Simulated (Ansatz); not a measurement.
# Si8O17 (cell with a defect): what the fields show

```
Si O
1.0
     5.02630   -5.02630    0.00000
    -5.02630   -5.02630    0.00000
     0.00000    0.00000   -7.37173
Si O
8 17
Direct
  0.49574 0.48173 0.99726
  0.99023 0.50149 0.49973
  0.00199 0.98879 0.01260
  0.52064 0.96349 0.50092
  0.74673 0.23192 0.25968
  0.21937 0.26320 0.75731
  0.25615 0.73575 0.24742
  0.75766 0.73506 0.76003
  0.91835 0.32732 0.37436
  0.41371 0.32028 0.86033
  0.44092 0.80459 0.36156
  0.92826 0.81581 0.88500
  0.83074 0.05426 0.14575
  0.23194 0.11717 0.57973
  0.32204 0.56018 0.12017
  0.81280 0.56530 0.62310
  0.65827 0.38889 0.12388
  0.14813 0.44824 0.65050
  0.18188 0.91246 0.12714
  0.70017 0.90331 0.62187
  0.57940 0.15400 0.39255
  0.06810 0.17423 0.89874
  0.08110 0.66663 0.37441
  0.58629 0.65870 0.88653
  0.36260 0.97993 0.66831
```

Method: Ansatz 0.2.0, DFT PBE, scalar-relativistic, plane waves, PAW.

In a PAW calculation such maps are meaningful between the atoms, not at the nuclei.

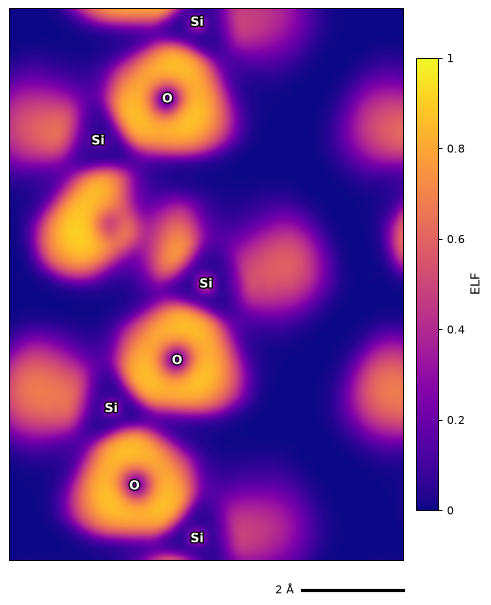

Figure 1. ELF on the (011̄) plane of the calculation cell.

Question: What does the map show?

Answer: The section cuts through Si and O sites. Atoms just off the plane (O, 0.4 Å away) can leave unmarked features too. Si–O (1.63 Å): the ELF peaks at about 0.85 between the atoms; a shared but strongly polarised pair. The ELF also peaks beside O, away from the bonds: lone-pair regions.

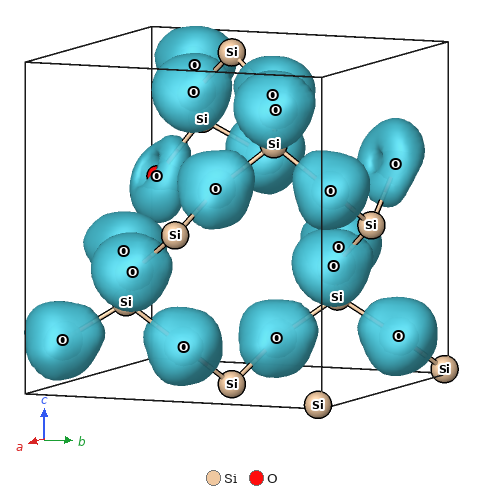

Figure 2. Isosurface of the electron localisation function at 0.75 (cyan), seen slightly off an axis. Core shells and regions of very low density are left out. Sticks mark near contacts.

Question: Identify the bonds, lone pairs and shells in this picture.

Answer: The ELF exceeds this value in 16 regions on O in which the atom's valence shell and bonds are merged and one region wrapped around O (its valence shell), counted in one cell of 25 atoms. Regions shared between cells count once. Profiles from the grid: O–O (1.50 Å): the ELF peaks at about 0.70 between the atoms. Si–O (1.61 Å): the ELF peaks at about 0.85 between the atoms; a polar covalent bond.

Question: Does the calculation give a band gap?

Answer: It is gapped, with a Kohn–Sham gap of 4.3 eV on the k-point mesh (the band edges may lie off the mesh, which would make the gap smaller).
